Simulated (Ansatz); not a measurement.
**Geometry relaxation, with input and output: Sb**

System: Sb (Fm-3m, 1 atom in the cell).
Method: DFT with r2SCAN, PAW plane waves, no spin polarisation (Ansatz 0.2.0).

The structure derives from an entry of the Crystallography Open Database. Figures and captions count atoms from 1; the log counts them from 0 in places.

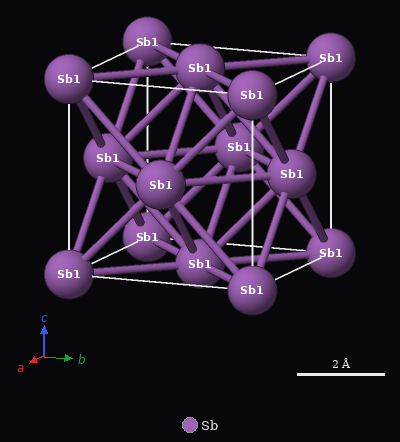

**Figure 1.** The structure as given in the input (ball-and-stick view of the cell 4 times as large as that of the calculation, set on its symmetry axes, seen slightly off an axis; atoms are numbered from 1 in the order of the input). Near neighbours in the crystal (not all of them lie inside the picture): Sb has 12 Sb at 3.26 Å.

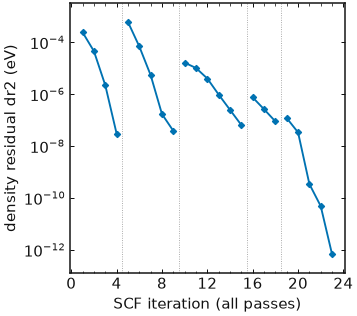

**Figure 2.** Convergence of the self-consistent field: density residual dr2 against the SCF iteration. The dotted lines part the SCF passes of the relaxation: geometry steps, rejected trials and re-solves on a re-selected basis. The 5 passes take 3 to 6 iterations each, 23 in all.

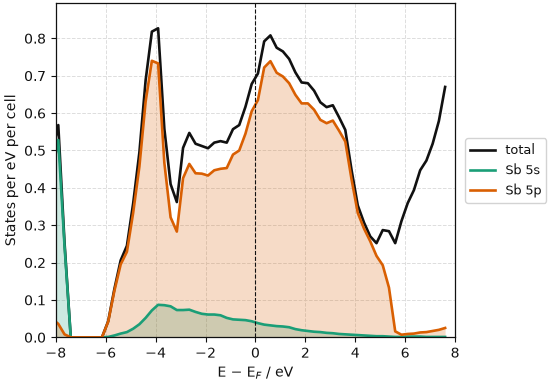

**Figure 3.** Density of states (projected on Löwdin-orthogonalised atomic shells), with energies from the Fermi level. There are states at the Fermi level: a metal at this level of theory.

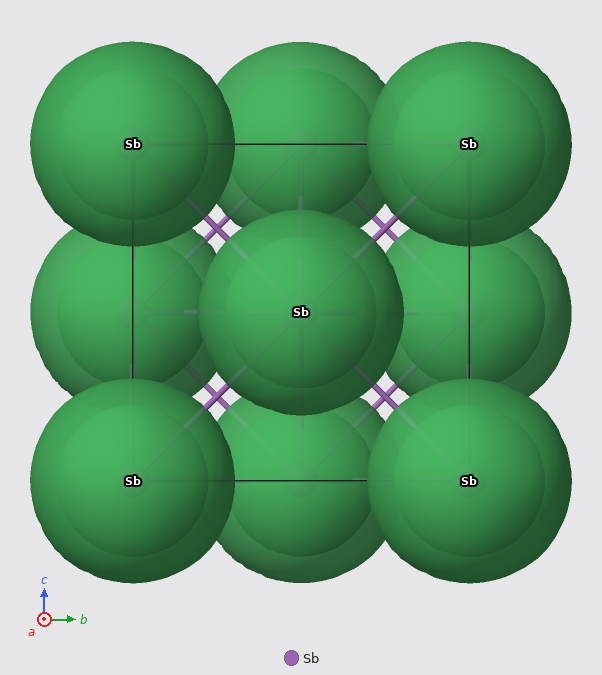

**Figure 4.** Isosurface of the electron localisation function at 0.4 (green), seen along the a axis. Only the valence region is drawn (cores and ρ < 0.01 e/Å³ removed). Sticks mark near contacts. The outline is the cell set on symmetry axes. Profiles from the grid: Sb–Sb (3.37 Å): the ELF is about 0.35 at the midpoint. Core electrons are frozen (PAW), so the fields are smoothed inside the atomic spheres.

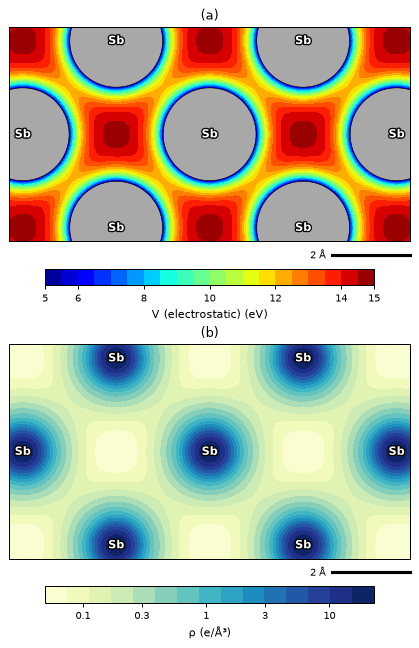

**Figure 5.** (a) electrostatic potential energy of an electron; (b) valence pseudo-density on the (100) plane of the conventional cell. Grey discs, where drawn, cover atomic cores. The section cuts through Sb sites. Sb–Sb (3.37 Å): ρ at the midpoint is about 0.16 e/Å³. Away from the nuclei the density in this plane falls to 0.05 e/Å³ at its lowest. Outside the cores the potential energy rises away from the atoms and is highest about 2.4 Å from the nearest atoms; outside the discs it spans about 10 eV, and its zero is arbitrary.

These pictures come from the run below.

## Input file
```yaml
crystal:
  lattice:
    - [0.0, 2.30796881, 2.30796881]
    - [2.30796881, 0.0, 2.30796881]
    - [2.30796881, 2.30796881, 0.0]
  atoms:
    - { symbol: Sb, position: [0.0, 0.0, 0.0] }
  symmetry: { tolerance: 0.0003 }
kpoints:
  mp_grid: { grid: [13, 13, 13], shift: [0, 0, 0] }
magnetization:
  spin_polarized: false
scf:
  occupations: { method: fermi_dirac, width: 0.0469 }
  lower_state_search: "off"
hamiltonian:
  pseudopotentials: { kind: paw }
  xc: r2scan
basis:
  ecutwfc: 500
  fft_grid_basis: typed
relax:
  max_steps: 40
  cell: { p_target: 0.0 }
  f_tol: 0.03
output:
  forces: true
  stress: true
  eigenvalues: true
  bader: true
  populations: true
  elf: true
  write_potential: true
  volumetric_format: npy
  dos:
    e_range: [-12, 8]
    de: 0.05
    projected: { site_lists: { Sb: [Sb] } }
  write_density: true
checkpoint:
  read: saved_state
```

Launch command:
```bash
ansatz run input.yaml --threads 2 --pin off --max-ram 3584MiB --backend cpu --events-out ev --progress --plain --runs-dir out
```

## What the program printed
```
Engine: ansatz 0.2.0, aarch64-unknown-linux-gnu
Pseudopotentials: kind: paw
Pseudopotential: Sb, paw, valence charge 15, recommended cutoff 500 eV (meta_gga), Sb.paw.azcp
Functional definition: r2SCAN
  parameter k0 = 0.174
  parameter k1 = 0.065
  parameter a1 = 4.9479
  exchange = r2scan_x(k0 = k0, k1 = k1, a1 = a1)
  correlation = r2scan_c
Crystal: 1 atoms, lattice volume = 24.588 Å³
Basis set: ecut = 500 eV, 609 PW (Γ), exchange–correlation on 96×96×96 points (64 copies of the dense FFT grid, shifted against one another)
Bands: 12, of which v1, the nominal top of the filled ones, is band 8 counted from 1 (7 counted from 0)
Symmetry: 48 space group operations
Space group: Fm-3m (ITA 225), of the structure as read, at distance tolerance 8.7e-4 Å
k-points: 84 of 2197
Non-local potential: Sb, projectors of the file, l = 0: 2, l = 1: 2, l = 2: 2, l = 3: 2
PAW form: soft (Blöchl's): semilocal exchange-correlation on the pseudo side does not see the compensation charge
PAW frozen core: Sb, regenerated for the run's functional (the file was generated under x = pbe(κ = 0.804, μ = 0.2195149727645171), c = pbe(β = 0.06672455060314922))
PAW one-centre angular grid: Sb, 590 points (default); XC on 160 Gauss nodes
Initial density: read from a saved state, or passed on in memory by an earlier SCF of this step, an earlier step, the calling program or the single point that the run made first
Initial wavefunctions: pseudopotential atomic-orbital guess
Functional: x = r2scan, c = r2scan; τ floored in thin density (d = 2e-4 eV/Å³)
iter 1 solved again at ethr=2.00e-6 eV; its pass at ethr=3.10e-3 eV (dr2=3.00e-4 eV) is discarded
SCF iter   1: F=-6498.593176 eV  HF=-6498.593687 eV  |F-HF|=5.12e-4  |Δ(HF+E_count)|=         —  Δρ=9.82e-4  dr2=2.37e-4  dr2_τ=7.55e-4  ethr=2.00e-6  ⟨swp⟩=2.0  Hψ=9034  notcnv=0
preconditioner: auto → none  [metal: Δε(μ)=0.067 eV  Ē_g=13.866 eV  σ=0.047 eV  W_gap=0.34  n_scr=8 (ndim 8)  ℏωp=16.7 eV  f_vac=0.000  D(μ)=0.58/eV (n_scr^D=0)]
SCF iter   2: F=-6498.593247 eV  HF=-6498.593201 eV  |F-HF|=4.59e-5  |Δ(HF+E_count)|=   4.86e-4  Δρ=5.15e-4  dr2=4.43e-5  dr2_τ=8.91e-7  ethr=1.58e-6  ⟨swp⟩=3.0  Hψ=2348  notcnv=0
SCF iter   3: F=-6498.593255 eV  HF=-6498.593252 eV  |F-HF|=3.06e-6  |Δ(HF+E_count)|=   5.06e-5  Δρ=9.98e-5  dr2=2.16e-6  dr2_τ=8.02e-8  ethr=2.96e-7  ⟨swp⟩=2.0  Hψ=1206  notcnv=0
SCF iter   4: F=-6498.593256 eV  HF=-6498.593256 eV  |F-HF|=1.35e-7  |Δ(HF+E_count)|=   3.80e-6  Δρ=1.38e-5  dr2=2.93e-8  dr2_τ=1.34e-9  ethr=6.67e-10  ⟨swp⟩=7.1  Hψ=6574  notcnv=0
SCF 1 converged in 4 iterations: F = -6498.593256 eV  dr2 = 2.93e-8
  greatest PAW one-centre occupation: 0.994 electrons in one spin orbital (limit 2), on the Sb atom at site 0 (counted from 0), in its partial waves of l = 2
relax step   1: F+E_penalty+E_count = -6498.59325591 eV  Δ(F+E_penalty+E_count) = +0.000e0 eV  max|allowed force component| = 0.000e0 eV/Å  Δτ_max = 0.0000 Å  P = +7.414 GPa  Ω = 24.588 Å³  (4 SCF iters, dr2 threshold 1.00e-7 eV, accepted)
Crystal: 1 atoms, lattice volume = 28.362 Å³
Basis set: ecut = 500 eV, 725 PW (Γ), exchange–correlation on 96×96×96 points (64 copies of the dense FFT grid, shifted against one another)
Initial density: handed on by an earlier stage of this run
Initial wavefunctions: those handed on with the density
iter 1 solved again at ethr=3.94e-6 eV; its pass at ethr=3.10e-3 eV (dr2=5.91e-4 eV) is discarded
SCF iter   1: F=-6498.635528 eV  HF=-6498.363717 eV  |F-HF|=2.72e-1  |Δ(HF+E_count)|=         —  Δρ=1.82e-3  dr2=5.93e-4  dr2_τ=6.34e-2  ethr=3.94e-6  ⟨swp⟩=2.5  Hψ=10753  notcnv=0
preconditioner: auto → none  [metal: Δε(μ)=0.070 eV  Ē_g=12.647 eV  σ=0.047 eV  W_gap=0.34  n_scr=8 (ndim 8)  ℏωp=15.6 eV  f_vac=0.000  D(μ)=0.72/eV (n_scr^D=0)]
SCF iter   2: F=-6498.638313 eV  HF=-6498.638191 eV  |F-HF|=1.22e-4  |Δ(HF+E_count)|=   2.74e-1  Δρ=6.85e-4  dr2=6.77e-5  dr2_τ=3.04e-6  ethr=3.94e-6  ⟨swp⟩=3.0  Hψ=2822  notcnv=0
SCF iter   3: F=-6498.638329 eV  HF=-6498.638318 eV  |F-HF|=1.14e-5  |Δ(HF+E_count)|=   1.27e-4  Δρ=1.76e-4  dr2=5.31e-6  dr2_τ=1.12e-6  ethr=4.51e-7  ⟨swp⟩=2.0  Hψ=1213  notcnv=0
SCF iter   4: F=-6498.638330 eV  HF=-6498.638330 eV  |F-HF|=4.74e-7  |Δ(HF+E_count)|=   1.23e-5  Δρ=2.96e-5  dr2=1.67e-7  dr2_τ=2.27e-8  ethr=3.54e-8  ⟨swp⟩=2.0  Hψ=1206  notcnv=0
SCF iter   5: F=-6498.638330 eV  HF=-6498.638330 eV  |F-HF|=9.69e-8  |Δ(HF+E_count)|=   4.43e-7  Δρ=1.21e-5  dr2=3.76e-8  dr2_τ=2.87e-9  ethr=6.67e-10  ⟨swp⟩=9.9  Hψ=6750  notcnv=0
SCF 2 converged in 5 iterations: F = -6498.638330 eV  dr2 = 3.76e-8
relax step   2: F+E_penalty+E_count = -6498.63833049 eV  Δ(F+E_penalty+E_count) = -4.507e-2 eV  max|allowed force component| = 0.000e0 eV/Å  Δτ_max = 0.0000 Å  P = -2.324 GPa  Ω = 28.362 Å³  energy of the carried Pulay correction = -2.788e-4 eV  (5 SCF iters, dr2 threshold 1.00e-7 eV, accepted)
Crystal: 1 atoms, lattice volume = 27.360 Å³
iter 1 solved again at ethr=1.27e-7 eV; its pass at ethr=3.10e-3 eV (dr2=1.90e-5 eV) is discarded
SCF iter   1: F=-6498.646704 eV  HF=-6498.636341 eV  |F-HF|=1.04e-2  |Δ(HF+E_count)|=         —  Δρ=2.98e-4  dr2=1.60e-5  dr2_τ=3.63e-3  ethr=1.27e-7  ⟨swp⟩=2.1  Hψ=10032  notcnv=0
preconditioner: auto → none  [metal: Δε(μ)=0.051 eV  Ē_g=13.178 eV  σ=0.047 eV  W_gap=0.26  n_scr=8 (ndim 8)  ℏωp=15.9 eV  f_vac=0.000  D(μ)=0.80/eV (n_scr^D=8)]
SCF iter   2: F=-6498.647021 eV  HF=-6498.647001 eV  |F-HF|=2.05e-5  |Δ(HF+E_count)|=   1.07e-2  Δρ=2.16e-4  dr2=9.99e-6  dr2_τ=4.22e-7  ethr=1.07e-7  ⟨swp⟩=3.0  Hψ=2217  notcnv=0
SCF iter   3: F=-6498.647026 eV  HF=-6498.647019 eV  |F-HF|=6.93e-6  |Δ(HF+E_count)|=   1.79e-5  Δρ=1.47e-4  dr2=3.92e-6  dr2_τ=7.68e-8  ethr=6.66e-8  ⟨swp⟩=2.5  Hψ=1416  notcnv=0
SCF iter   4: F=-6498.647027 eV  HF=-6498.647026 eV  |F-HF|=9.15e-7  |Δ(HF+E_count)|=   7.36e-6  Δρ=7.32e-5  dr2=9.42e-7  dr2_τ=2.12e-8  ethr=2.61e-8  ⟨swp⟩=3.0  Hψ=1658  notcnv=0
SCF iter   5: F=-6498.647027 eV  HF=-6498.647026 eV  |F-HF|=9.39e-7  |Δ(HF+E_count)|=   1.59e-7  Δρ=3.91e-5  dr2=2.43e-7  dr2_τ=9.42e-9  ethr=6.28e-9  ⟨swp⟩=2.1  Hψ=1272  notcnv=0
SCF iter   6: F=-6498.647027 eV  HF=-6498.647027 eV  |F-HF|=2.25e-7  |Δ(HF+E_count)|=   9.52e-7  Δρ=2.02e-5  dr2=6.30e-8  dr2_τ=1.85e-9  ethr=6.67e-10  ⟨swp⟩=10.0  Hψ=7132  notcnv=0
SCF 3 converged in 6 iterations: F = -6498.647027 eV  dr2 = 6.30e-8
relax step   3: F+E_penalty+E_count = -6498.64702719 eV  Δ(F+E_penalty+E_count) = -8.697e-3 eV  max|allowed force component| = 0.000e0 eV/Å  Δτ_max = 0.0000 Å  P = -0.381 GPa  Ω = 27.360 Å³  energy of the carried Pulay correction = -2.087e-4 eV  (6 SCF iters, dr2 threshold 1.00e-7 eV, accepted)
Crystal: 1 atoms, lattice volume = 27.172 Å³
Basis set: ecut = 500 eV, 701 PW (Γ), exchange–correlation on 96×96×96 points (64 copies of the dense FFT grid, shifted against one another)
iter 1 solved again at ethr=1.97e-8 eV; its pass at ethr=3.10e-3 eV (dr2=2.96e-6 eV) is discarded
SCF iter   1: F=-6498.647240 eV  HF=-6498.646813 eV  |F-HF|=4.27e-4  |Δ(HF+E_count)|=         —  Δρ=7.07e-5  dr2=7.33e-7  dr2_τ=1.36e-4  ethr=1.97e-8  ⟨swp⟩=3.0  Hψ=9221  notcnv=0
preconditioner: auto → none  [metal: Δε(μ)=0.035 eV  Ē_g=13.188 eV  σ=0.047 eV  W_gap=0.18  n_scr=8 (ndim 8)  ℏωp=15.9 eV  f_vac=0.000  D(μ)=0.83/eV (n_scr^D=8)]
SCF iter   2: F=-6498.647250 eV  HF=-6498.647250 eV  |F-HF|=4.48e-7  |Δ(HF+E_count)|=   4.37e-4  Δρ=3.37e-5  dr2=2.57e-7  dr2_τ=1.55e-8  ethr=4.88e-9  ⟨swp⟩=2.9  Hψ=1828  notcnv=0
SCF iter   3: F=-6498.647250 eV  HF=-6498.647250 eV  |F-HF|=1.21e-7  |Δ(HF+E_count)|=   4.21e-7  Δρ=2.17e-5  dr2=8.72e-8  dr2_τ=1.37e-9  ethr=6.67e-10  ⟨swp⟩=10.1  Hψ=7183  notcnv=0
SCF 4 converged in 3 iterations: F = -6498.647250 eV  dr2 = 8.72e-8
relax step   4: F+E_penalty+E_count = -6498.64725043 eV  Δ(F+E_penalty+E_count) = -2.232e-4 eV  max|allowed force component| = 0.000e0 eV/Å  Δτ_max = 0.0000 Å  P = +0.025 GPa  Ω = 27.172 Å³  energy of the carried Pulay correction = -1.952e-4 eV  (3 SCF iters, dr2 threshold 1.00e-7 eV, accepted)
Basis set: ecut = 500 eV, 701 PW (Γ), exchange–correlation on 100×100×100 points (64 copies of the dense FFT grid, shifted against one another)
Initial wavefunctions: pseudopotential atomic-orbital guess (no wavefunctions were taken with the density)
iter 1 solved again at ethr=6.50e-8 eV; its pass at ethr=3.10e-3 eV (dr2=9.76e-6 eV) is discarded
SCF iter   1: F=-6498.647514 eV  HF=-6498.647512 eV  |F-HF|=1.44e-6  |Δ(HF+E_count)|=         —  Δρ=4.47e-5  dr2=1.17e-7  dr2_τ=1.28e-6  ethr=6.50e-8  ⟨swp⟩=3.6  Hψ=9696  notcnv=0
preconditioner: auto → none  [metal: Δε(μ)=0.034 eV  Ē_g=13.178 eV  σ=0.047 eV  W_gap=0.18  n_scr=8 (ndim 8)  ℏωp=15.9 eV  f_vac=0.000  D(μ)=0.83/eV (n_scr^D=8)]
SCF iter   2: F=-6498.647513 eV  HF=-6498.647513 eV  |F-HF|=3.06e-7  |Δ(HF+E_count)|=   4.79e-7  Δρ=2.30e-5  dr2=3.29e-8  dr2_τ=8.60e-9  ethr=7.81e-10  ⟨swp⟩=2.6  Hψ=1600  notcnv=0
SCF iter   3: F=-6498.647513 eV  HF=-6498.647513 eV  |F-HF|=2.28e-9  |Δ(HF+E_count)|=   3.27e-7  Δρ=1.11e-6  dr2=3.34e-10  dr2_τ=6.65e-11  ethr=2.19e-10  ⟨swp⟩=3.0  Hψ=1637  notcnv=0
SCF iter   4: F=-6498.647513 eV  HF=-6498.647513 eV  |F-HF|=3.13e-10  |Δ(HF+E_count)|=   2.44e-9  Δρ=6.39e-7  dr2=4.72e-11  dr2_τ=4.70e-12  ethr=2.22e-12  ⟨swp⟩=2.0  Hψ=1635  notcnv=0
SCF iter   5: F=-6498.647513 eV  HF=-6498.647513 eV  |F-HF|=9.09e-12  |Δ(HF+E_count)|=  3.57e-10  Δρ=6.37e-8  dr2=6.55e-13  dr2_τ=4.13e-13  ethr=1.00e-12  ⟨swp⟩=7.0  Hψ=4654  notcnv=0
SCF 5 converged in 5 iterations: F = -6498.647513 eV  dr2 = 6.55e-13
relax step   5: F+E_penalty+E_count = -6498.64751300 eV  Δ(F+E_penalty+E_count) = -2.626e-4 eV  max|allowed force component| = 0.000e0 eV/Å  Δτ_max = 0.0000 Å  P = +0.032 GPa  Ω = 27.172 Å³  stress off target by 3.21e-2 GPa  SCF on the basis re-selected at this cell (its energy is not comparable with the rows above)  (5 SCF iters)
basis re-selected at this cell: Δ(F+E_penalty+E_count) = -2.626e-4 eV, ΔP = +0.007 GPa vs the last step (what re-selecting the basis moved, of the pressure what is left beyond the Pulay correction that the steps carried, after the strain that the cell walked since its last selection, with what the two solves' SCF thresholds leave and, on support functions, any second-order correction that the steps lacked; it is no measure of the basis error at this ecutwfc). The dense FFT grid was sized anew with the basis: this SCF ran on 25×25×25 points, the steps before it on 24×24×24, so part of this shift can come from that change (see relax.cell in the input reference). This SCF's stress stands 3.21e-2 GPa from its target on what of the cell is left free (relax.cell.stress_tol is 5.00e-2 GPa) and its largest allowed force component is 0.00e0 eV/Å (relax.f_tol is 3.00e-2 eV/Å): within both
SCF converged after 5 iterations
Free energy (F): -6498.647513 eV
Harris-Foulkes:  -6498.647513 eV  (|F-HF|=9.09e-12)
Internal energy: -6498.641686 eV  (E = F + TS)
E sigma→0 (E₀):  -6498.644600 eV
Entropy (-TS):   -0.005827 eV (-5.827 meV/atom)
Fermi energy:    11.437711 eV
--- Per-component energies (eV) ---
  E_band       = -157.010811
  E_kinetic    = 205.560639
  E_local      = -1440.819109  (includes V_loc(G=0)·N_el)
  E_nonlocal   = 362.126391
  E_hartree    = 658.216431
  E_xc         = -127.076936
  E_vxc        = -102.682939  (∫ρ·V_xc dr)
  E_paw        = -4600.810512  (= ΣΔE_a)
  E_vpaw       = -504.707768  (= ΣTr[D̂ρ^β])
  E_aug_tail   = -0.000001  (compensation charges beyond the density's cutoff)
  E_vtau       = 7.079081  (kinetic-family band-sum trace: ∫τ·v_τ [+ j·A + Jᵃ·Aᵃ] dr)
  E_ewald      = -1556.344627
  E_core_change = 0.506037  (= ΣΔE_core)
  E_smearing   = -0.005827  (= −TS)
  E_closure    = -0.000000  (closes the sum)
  Σ components = -6498.647513   (vs F -6498.647513, Δ=0.00e0)
--- Forces (eV/Å), atoms counted from 1 ---
  atom   1  Sb    -0.00000000    -0.00000000    -0.00000000
  max |Σ_I F_I| component: 7.40e-32 eV/Å
--- Stress (GPa, compression-positive) ---
        0.032145       0.000000       0.000000
        0.000000       0.032145       0.000000
        0.000000       0.000000       0.032145
  P = ⅓ Tr σ = 0.0321 GPa (0.321 kbar)
--- Band table (eV; the first three rows and the last of 84) ---
  k-point 0: bands = ["-18.7068", "-18.7068", "-18.7068", "-18.6674", "-18.6674", "-2.0277", "17.0429", "17.0429", "17.0429", "22.3829", "22.3881", "22.3881"]
  k-point 1: bands = ["-18.7062", "-18.7041", "-18.7041", "-18.6673", "-18.6673", "-1.9043", "15.9191", "16.8791", "16.8791", "21.2803", "22.6766", "22.6766"]
  k-point 2: bands = ["-18.7045", "-18.6985", "-18.6985", "-18.6652", "-18.6652", "-1.5356", "13.6592", "16.4924", "16.4924", "20.7556", "23.2397", "23.2397"]
  k-point 83: bands = ["-18.6943", "-18.6888", "-18.6715", "-18.6476", "-18.6125", "3.8071", "7.8392", "8.4463", "10.2411", "21.2364", "22.4110", "23.5394"]
--- Relaxed structure (4 steps of the walk, 4 accepted, 1 SCFs on fresh bases) ---
  F+E_penalty+E_count = -6498.64751300 eV   max|allowed force component| = 0.000e0 eV/Å   (the final SCF, on the basis selected at the relaxed cell)
  cell:  # Å, volume = 27.1716 Å³
    - [2.98079263924392e-33, 2.386134012463781, 2.386134012463781]
    - [2.386134012463781, 3.885221175082888e-34, 2.386134012463781]
    - [2.386134012463781, 2.386134012463781, -4.4584505287836404e-35]
  atoms:
    - { symbol: Sb, position: [0.0, 0.0, 0.0] }
--- Löwdin populations: 1 site ---
  site symbol       q [e]
     0     Sb     14.9344
  spilling = 0.004373 (of n_electrons = 15.000000)
--- Bader charges: 1 site ---
  site symbol  charge [e]  shift [e]
     0     Sb      0.0000     0.0000
  estimated error of the sums over rays = 4.1e-7 e
```

## Trajectory as extended XYZ (Å, eV, eV/Å), 5 frames, from step=1 to step=5
```
1
Lattice="0.0000 2.3080 2.3080 2.3080 0.0000 2.3080 2.3080 2.3080 0.0000" Properties=species:S:1:pos:R:3:forces:R:3 step=1 energy=-6498.59326 pressure_GPa=7.41
Sb    0.0000    0.0000    0.0000    0.0000   0.0000   0.0000
1
Lattice="0.0000 2.4205 2.4205 2.4205 0.0000 2.4205 2.4205 2.4205 0.0000" Properties=species:S:1:pos:R:3:forces:R:3 step=2 energy=-6498.63833 pressure_GPa=-2.32
Sb    0.0000    0.0000    0.0000    0.0000   0.0000   0.0000
1
Lattice="0.0000 2.3916 2.3916 2.3916 0.0000 2.3916 2.3916 2.3916 0.0000" Properties=species:S:1:pos:R:3:forces:R:3 step=3 energy=-6498.64703 pressure_GPa=-0.38
Sb    0.0000    0.0000    0.0000    0.0000   0.0000   0.0000
1
Lattice="0.0000 2.3861 2.3861 2.3861 0.0000 2.3861 2.3861 2.3861 0.0000" Properties=species:S:1:pos:R:3:forces:R:3 step=4 energy=-6498.64725 pressure_GPa=0.03
Sb    0.0000    0.0000    0.0000    0.0000   0.0000   0.0000
1
Lattice="0.0000 2.3861 2.3861 2.3861 0.0000 2.3861 2.3861 2.3861 0.0000" Properties=species:S:1:pos:R:3:forces:R:3 step=5 energy=-6498.64751 pressure_GPa=0.03
Sb    0.0000    0.0000    0.0000    0.0000   0.0000   0.0000
```

## Key numbers

| quantity | value |
| --- | --- |
| outcome | converged |
| space group (tolerance 0.01 Å) | Fm-3m (225) |
| electrons treated | 15 |
| free energy | −6498.6475 eV |
| Fermi energy | 11.438 eV |
| pressure | 0.03 GPa |
| final volume | 27.17 Å³ |
| electronic character | metal |
| largest force (length of the vector) at the end | under 0.001 eV/Å |
| final cell | a = 3.375 Å, b = 3.375 Å, c = 3.375 Å, α = 60.00°, β = 60.00°, γ = 60.00° |
| hardware | 2 threads of Arm Neoverse V1, 24 GiB of memory available, shared host |
| wall time | 16 s (CPU time 25 s) |
| peak memory | 0.4 GiB |
